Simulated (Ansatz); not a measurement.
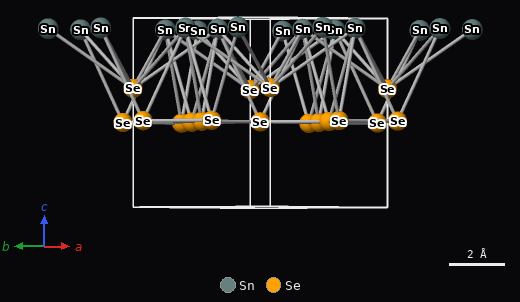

Crystalline SnSe$_{2}$ (a generated structure, set up in P6mm) (coarse preliminary run), before the relaxation. Style: ball-and-stick. Shown: the cell of the calculation, from a free direction.

Level of theory: DFT PBE, scalar-relativistic, plane waves, PAW (Ansatz).

The input:
```yaml
crystal:
  lattice:
    - [5.42513994, 0.0, 0.0]
    - [-2.71256997, 4.69830901, 0.0]
    - [0.0, 0.0, 6.91840459]
  atoms:
    - { symbol: Sn, position: [0.33333333, 0.66666667, 0.94232626] }
    - { symbol: Sn, position: [0.66666667, 0.33333333, 0.94232626] }
    - { symbol: Se, position: [0.5, 0.0, 0.45199395] }
    - { symbol: Se, position: [0.0, 0.5, 0.45199395] }
    - { symbol: Se, position: [0.5, 0.5, 0.45199395] }
    - { symbol: Se, position: [0.0, 0.0, 0.62787082] }
basis:
  ecutwfc: 420
kpoints:
  mp_grid: { grid: [6, 6, 4] }
hamiltonian:
  xc: pbe
scf:
  occupations: { method: gaussian, width: 0.1 }
  lower_state_search: "off"
output:
  forces: true
  stress: true
  eigenvalues: true
relax:
  adjacent_minimum: "off"
  f_tol: 0.04
  max_steps: 70
  cell: { stress_tol: 0.4 }
```

Launched with:
```bash
ansatz run input.yaml --threads 1 --pin off --max-ram 2560MiB --backend cpu --events-out ev --progress --plain --runs-dir out
```

Q: Where does the relaxation end?

A: Se6 moves most relative to the cell: 1.40 Å along +c. By element the largest moves are Se 1.40 Å, Sn 0.08 Å. The drawn cell changes as follows: a = b 5.425 → 5.586 Å (+3.0 %), c 6.918 → 5.834 Å (−15.7 %); the volume changes by −10.6 %. Near-neighbour distances that change, for instance: Se3–Se6 2.973 → 3.980 Å, Sn1–Se3 3.858 → 3.100 Å, Sn1–Se6 3.814 → 3.244 Å, Sn1–Se3 (another image) 3.736 → 3.571 Å. The space group stays P6mm (No. 183). The energy falls by 2.433 eV per cell of the calculation in 11 accepted moves (12 points after the start). Largest force component: 0.71 eV/Å at the start, 0.0032 eV/Å at the end. Pressure: −0.45 GPa at the start and 0.04 GPa at the end. The SCF was repeated once at an unchanged geometry on a basis and grid sized afresh for the cell, which shifted the energy by 0.8 meV per cell of the calculation at most. Cost: 92 s on 1 thread of AMD EPYC 9R45 96-Core Processor (Zen 5) (shared host), peak memory 0.53 GiB.

The structure at the end:

```
Sn Se
1.0
     5.58609    0.00000    0.00000
    -2.79305    4.83770    0.00000
     0.00000    0.00000    5.83377
Sn Se
2 4
Direct
  0.33333 0.66667 0.92785
  0.66667 0.33333 0.92785
  0.50000 0.00000 0.38168
  0.00000 0.50000 0.38168
  0.50000 0.50000 0.38168
  0.00000 0.00000 0.86777
```

After the run, drawn alike:

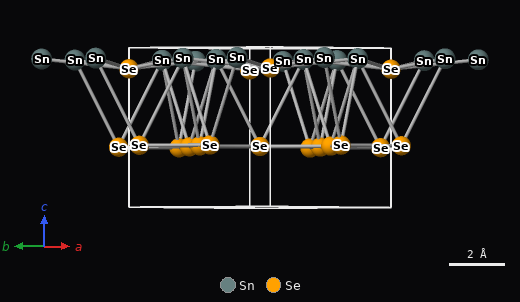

Limits of the set-up: layers or molecules are held without a dispersion correction, so their spacing is unreliable.
